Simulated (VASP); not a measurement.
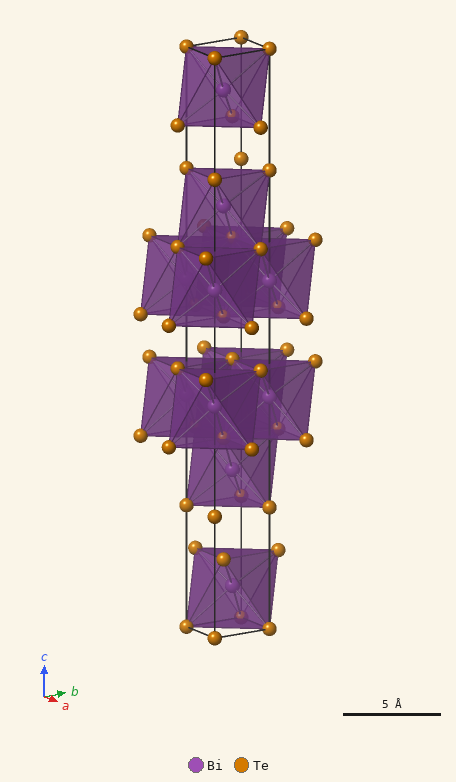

**Figure 1.** The structure as given in the input (polyhedral view of the cell 3 times as large as that of the calculation, set on its symmetry axes, seen slightly off an axis; polyhedra are completed across the faces of the cell).

**Geometry relaxation, with input and output: Bi$_{2}$Te$_{3}$**

- system: Bi$_{2}$Te$_{3}$ (5 atoms in the cell)
- method: Kohn-Sham DFT of a periodic cell, PBE, VASP PAW PBE potentials, recommended (VASP 6.6.1)

The structure derives from an entry of the Crystallography Open Database. The run did not end well.

**OSZICAR**
```
N       E                     dE             d eps       ncg     rms          rms(c)
DAV:   1     0.465268235479E+03    0.46527E+03   -0.23712E+04  8960   0.185E+03
DAV:   2     0.360309656438E+02   -0.42924E+03   -0.41901E+03  9392   0.440E+02
DAV:   3    -0.159396760285E+02   -0.51971E+02   -0.49325E+02 11520   0.158E+02
DAV:   4    -0.184699215596E+02   -0.25302E+01   -0.24911E+01 10176   0.340E+01
DAV:   5    -0.186013472282E+02   -0.13143E+00   -0.13112E+00 13364   0.810E+00    0.765E+00
DAV:   6    -0.183216839050E+02    0.27966E+00   -0.71879E-01 10280   0.532E+00    0.584E+00
DAV:   7    -0.183330949967E+02   -0.11411E-01   -0.29154E-01 11584   0.239E+00    0.123E+00
DAV:   8    -0.183349400109E+02   -0.18450E-02   -0.31597E-02 10024   0.112E+00    0.632E-01
DAV:   9    -0.183346522926E+02    0.28772E-03   -0.43134E-03 10508   0.435E-01    0.352E-01
DAV:  10    -0.183350030897E+02   -0.35080E-03   -0.15581E-03 10460   0.190E-01    0.893E-02
DAV:  11    -0.183350509025E+02   -0.47813E-04   -0.92209E-05 12668   0.548E-02    0.558E-02
DAV:  12    -0.183350548117E+02   -0.39092E-05   -0.16467E-05  9968   0.222E-02    0.196E-02
```

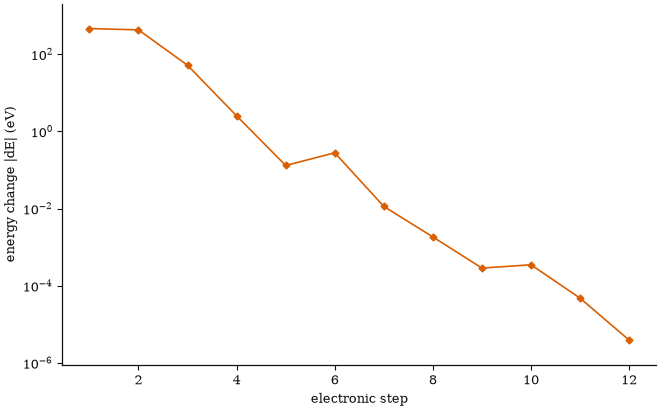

**Figure 2.** Convergence of the self-consistent field: energy change |dE| against the electronic step. It takes 12 electronic steps. The density is held fixed in the first few steps, and dE rises again when its update begins.

**Parts of OUTCAR**
```
SYSTEM = Bi2Te3
   PREC = Accurate
   ENCUT = 600
   EDIFF = 1E-6
   ISMEAR = 0
   LREAL = .FALSE.
   LASPH = .TRUE.
   NELM = 80
   ISIF = 3
   GGA = PE
   IBRION = 2
   NSW = 90
   EDIFFG = -0.01

 ion  position               nearest neighbor table
   1  0.400  0.400  0.400-   5 3.07   5 3.07   5 3.07   3 3.25   3 3.25   3 3.25
   2  0.600  0.600  0.600-   4 3.07   4 3.07   4 3.07   3 3.25   3 3.25   3 3.25
   3  0.000  0.000  0.000-   2 3.25   1 3.25   2 3.25   2 3.25   1 3.25   1 3.25
   4  0.209  0.209  0.209-   2 3.07   2 3.07   2 3.07   5 3.64   5 3.64   5 3.64
   5  0.791  0.791  0.791-   1 3.07   1 3.07   1 3.07   4 3.64   4 3.64   4 3.64

  LATTYP: Found a trigonal (rhomboedric) cell.
 ALAT       =    10.4763118913
 COS(alpha) =     0.9123624112

  Lattice vectors:

 A1 = (   2.1930000000,   1.2661291400,  10.1656666700)
 A2 = (  -2.1930000000,   1.2661291400,  10.1656666700)
 A3 = (   0.0000000000,  -2.5322582800,  10.1656666700)

Analysis of symmetry for initial positions (statically):
=====================================================================
 Subroutine PRICEL returns:
 Original cell was already a primitive cell.

 Routine SETGRP: Setting up the symmetry group for a
 trigonal (rhombohedral) supercell.

 Subroutine GETGRP returns: Found 12 space group operations
 (whereof 12 operations were pure point group operations)
 out of a pool of 12 trial point group operations.

The static configuration has the point symmetry D_3d.

Analysis of symmetry for dynamics (positions and initial velocities):
=====================================================================
 Subroutine PRICEL returns:
 Original cell was already a primitive cell.

 Routine SETGRP: Setting up the symmetry group for a
 trigonal (rhombohedral) supercell.

 Subroutine GETGRP returns: Found 12 space group operations
 (whereof 12 operations were pure point group operations)
 out of a pool of 12 trial point group operations.

The dynamic configuration has the point symmetry D_3d.

 Subroutine INISYM returns: Found 12 space group operations
 (whereof 12 operations are pure point group operations),
 and found     1 'primitive' translations

----------------------------------------------------------------------------------------

                                     Primitive cell

  volume of cell :     169.3572

  direct lattice vectors                    reciprocal lattice vectors
     2.193000000  1.266129140 10.165666670     0.227998176  0.131634808  0.032790110
    -2.193000000  1.266129140 10.165666670    -0.227998176  0.131634808  0.032790110
     0.000000000 -2.532258280 10.165666670     0.000000000 -0.263269617  0.032790110

  length of vectors
    10.476311891 10.476311891 10.476311891     0.265303755  0.265303755  0.265303755

  position of ions in fractional coordinates (direct lattice)
     0.400000000  0.400000000  0.400000000
     0.600000000  0.600000000  0.600000000
     0.000000000  0.000000000  0.000000000
     0.209500000  0.209500000  0.209500000
     0.790500000  0.790500000  0.790500000

  ion indices of the primitive-cell ions
   primitive index   ion index
                 1           1
                 2           2
                 3           3
                 4           4
                 5           5

----------------------------------------------------------------------------------------

 KPOINTS: regular mesh

Automatic generation of k-mesh.
 Grid dimensions read from file:
 generate k-points for:    9    9    7

 Generating k-lattice:

  Cartesian coordinates                     Fractional coordinates (reciprocal lattice)
     0.025333131  0.014626090  0.003643346     0.111111111  0.000000000  0.000000000
    -0.025333131  0.014626090  0.003643346     0.000000000  0.111111111  0.000000000
     0.000000000 -0.037609945  0.004684301     0.000000000  0.000000000  0.142857143

  Length of vectors
     0.029478195  0.029478195  0.037900536

  Shift w.r.t. Gamma in fractional coordinates (k-lattice)
     0.000000000  0.000000000  0.000000000

 -----------------------------------------------------------------------------
|                                                                             |
|           W    W    AA    RRRRR   N    N  II  N    N   GGGG   !!!           |
|           W    W   A  A   R    R  NN   N  II  NN   N  G    G  !!!           |
|           W    W  A    A  R    R  N N  N  II  N N  N  G       !!!           |
|           W WW W  AAAAAA  RRRRR   N  N N  II  N  N N  G  GGG   !            |
|           WW  WW  A    A  R   R   N   NN  II  N   NN  G    G                |
|           W    W  A    A  R    R  N    N  II  N    N   GGGG   !!!           |
|                                                                             |
|     Your reciprocal lattice and k-lattice belong to different lattice       |
|     classes:                                                                |
|                                                                             |
|        The reciprocal lattice is rhombohedral (trigonal),                   |
|        whereas your k-lattice is base-centered monoclinic.                  |
|                                                                             |
|     Results are often still useful ...                                      |
|                                                                             |
 -----------------------------------------------------------------------------

 WARNING: IBZKPT: internal override: KBLOWUP is changed to .FALSE.
      ... skipping the blow-up phase ...

 Subroutine IBZKPT returns following result:
 ===========================================

 Found    160 irreducible k-points:

 Following reciprocal coordinates:
            Coordinates               Weight
  0.000000  0.000000  0.000000      1.000000
  0.111111 -0.000000  0.000000      4.000000
  0.222222 -0.000000 -0.000000      4.000000
  0.333333 -0.000000 -0.000000      4.000000
  0.444444 -0.000000 -0.000000      4.000000
  0.111111  0.111111  0.000000      2.000000
  0.222222  0.111111 -0.000000      4.000000
  0.333333  0.111111  0.000000      4.000000
  0.444444  0.111111 -0.000000      4.000000
 -0.444444  0.111111  0.000000      4.000000
 -0.333333  0.111111  0.000000      4.000000
 -0.222222  0.111111  0.000000      4.000000
 -0.111111  0.111111  0.000000      2.000000
  0.222222  0.222222 -0.000000      2.000000
  0.333333  0.222222 -0.000000      4.000000
  0.444444  0.222222  0.000000      4.000000
 -0.444444  0.222222  0.000000      4.000000
 -0.333333  0.222222  0.000000      4.000000
 -0.222222  0.222222  0.000000      2.000000
  0.333333  0.333333 -0.000000      2.000000
  0.444444  0.333333 -0.000000      4.000000
 -0.444444  0.333333  0.000000      4.000000
 -0.333333  0.333333  0.000000      2.000000
  0.444444  0.444444 -0.000000      2.000000
 [... further k-points ...]
   k-points           NKPTS =    160   k-points in BZ     NKDIM =    160   number of bands    NBANDS=     28
   number of dos      NEDOS =    301   number of ions     NIONS =      5
   total plane-waves  NPLWV = 592704
   dimension x,y,z NGX =    84 NGY =   84 NGZ =   84
   dimension x,y,z NGXF=   168 NGYF=  168 NGZF=  168
   ions per type =               2   3
   NGX,Y,Z   is equivalent  to a cutoff of  13.33, 13.33, 13.33 a.u.
   NGXF,Y,Z  is equivalent  to a cutoff of  26.66, 26.66, 26.66 a.u.
 SYSTEM =  Bi2Te3
   PREC   = accura    normal or accurate (medium, high low for compatibility)
   ISTART =      0    job   : 0-new  1-cont  2-samecut
   ICHARG =      2    charge: 1-file 2-atom 10-const
   ISPIN  =      1    spin polarized calculation?
   LNONCOLLINEAR =      F non collinear calculations
   LSORBIT =      F    spin-orbit coupling
   LASPH  =      T    aspherical Exc in radial PAW
   ENCUT  =  600.0 eV  44.10 Ry    6.64 a.u.  20.92 20.92 20.92*2*pi/ulx,y,z
   NELM   =     80;   NELMIN=  2; NELMDL= -5     # of ELM steps
   EDIFF  = 0.1E-05   stopping-criterion for ELM
   LREAL  =      F    real-space projection
   EDIFFG = -.1E-01   stopping-criterion for IOM
   NSW    =     90    number of steps for IOM
   IBRION =      2    ionic relax: 0-MD 1-quasi-New 2-CG
   NFREE  =      1    steps in history (QN), initial steepest desc. (CG)
   ISIF   =      3    stress and relaxation
   ISYM   =      2    0-nonsym 1-usesym 2-fastsym
   POTIM  = 0.5000    time-step for ionic-motion
   TEBEG  =    0.0;   TEEND  =   0.0 temperature during run
   PSTRESS=    0.0 pullay stress
   NELECT =      48.0000    total number of electrons
   NUPDOWN=      -1.0000    fix difference up-down
   EMIN   =  10.00;   EMAX   =-10.00  energy-range for DOS
   EFERMI =   0.00;   METHOD = LEGACY
   ISMEAR =     0;   SIGMA  =   0.03  broadening in eV -4-tet -1-fermi 0-gaus
   EFERMI_NEDOS =   21; number of points for ismear=-14 and -15
   IALGO  =     38    algorithm
   IMIX   =      4    mixing-type and parameters
     AMIX     =   0.40;   BMIX     =  1.00
     AMIX_MAG =   1.60;   BMIX_MAG =  1.00
  volume/ion in A,a.u.               =      33.87       228.58
  Fermi-wavevector in a.u.,A,eV,Ry     =   1.075360  2.032136 15.733774  1.156400
  Thomas-Fermi vector in A             =   2.211215
   LORBIT       =      0    0 simple, 1 ext, 2 COOP (PROOUT), +10 PAW based schemes
   GGA     = PE    functional components
   LHFCALC =     F    Hartree Fock is set to
   AEXX    =    0.0000 exact exchange contribution
   IVDW    =     0    specifies the selected vdW correction
   LEPSILON=     F    determine dielectric tensor
   LRPA    =     F    only Hartree local field effects (RPA)
 conjugate gradient relaxation of ions
 non-spin polarized calculation
 Gauss-broadening in eV      SIGMA  =   0.03
  energy-cutoff  :      600.00
  volume of cell :      169.36
 maximum number of plane-waves:      5674
   NGX = 41   NGY = 41   NGZ = 41

 number of electron      48.0000002 magnetization

 Free energy of the ion-electron system (eV)
  ---------------------------------------------------
  ext. energy  EPLUGINS =         0.00000000
  ---------------------------------------------------
  free energy    TOTEN  =       -18.33505481 eV

  energy without entropy =      -18.33505481  energy(sigma->0) =      -18.33505481
```

This output came from the following input.

**INCAR**
```
SYSTEM = Bi2Te3
PREC = Accurate
ENCUT = 600
EDIFF = 1E-6
ISMEAR = 0
SIGMA = 0.03
LREAL = .FALSE.
LASPH = .TRUE.
NELM = 80
ALGO = Normal
ISIF = 3
LWAVE = .FALSE.
LCHARG = .FALSE.
GGA = PE
IBRION = 2
NSW = 90
EDIFFG = -0.01
```

**KPOINTS**
```
regular mesh
0
G
  9 9 7
  0 0 0
```

**POSCAR**
```
Bi2Te3
1.0
    2.1930000000      1.2661291400     10.1656666700
   -2.1930000000      1.2661291400     10.1656666700
    0.0000000000     -2.5322582800     10.1656666700
Bi Te
2 3
Direct
    0.4000000000      0.4000000000      0.4000000000
    0.6000000000      0.6000000000      0.6000000000
    0.0000000000      0.0000000000      0.0000000000
    0.2095000000      0.2095000000      0.2095000000
    0.7905000000      0.7905000000      0.7905000000
```

Run as:
```bash
cat potpaw_PBE.64/Bi_d/POTCAR potpaw_PBE.64/Te/POTCAR > POTCAR
mpirun -np 1 vasp_std > vasp.out
```

**What the run reported**

- outcome: stopped at the time limit
- space group (tolerance 0.01 Å): R-3m (166)
- hardware: 1 thread of Intel Xeon @ 2.90GHz (Ice Lake), 64 GiB of memory available, shared host
- wall time: 51 min

**Diagnosis**

The run was cut off by its time limit, so the output is incomplete.
